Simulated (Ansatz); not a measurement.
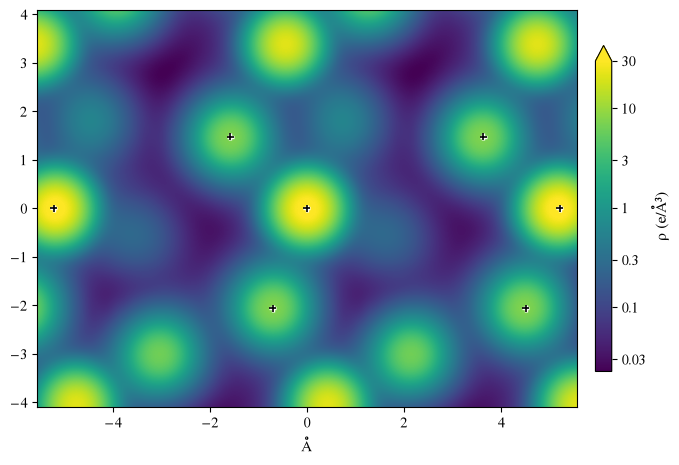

The valence charge density (pseudo) on a plane through atoms (crosses mark nuclei in the plane).

These are results of Ansatz, DFT, PBE, plane-wave PAW, default files, scalar-relativistic, not measurements.

Candidates:
A. InSb, a = 6.48 Å, b = 6.48 Å, c = 6.48 Å, α = 90.00°, β = 90.00°, γ = 90.00°. Space group F-43m; computed pressure about 3 GPa in this cell.
B. HfO2, a = 5.22 Å, b = 5.29 Å, c = 5.39 Å, α = 90.00°, β = 99.35°, γ = 90.00°. Space group P2₁/c; computed pressure about −6 GPa in this cell.
C. Co, a = 2.51 Å, b = 2.51 Å, c = 4.05 Å, α = 90.00°, β = 90.00°, γ = 120.00°. Space group P6₃/mmc; computed pressure about −3 GPa in this cell; spin-polarised.

**Which system is this?**

Candidate B: HfO2 on the (011̄) plane of the conventional cell, which holds Hf and O. Hf–O (2.17 Å): ρ is about 0.62 e/Å³ halfway.
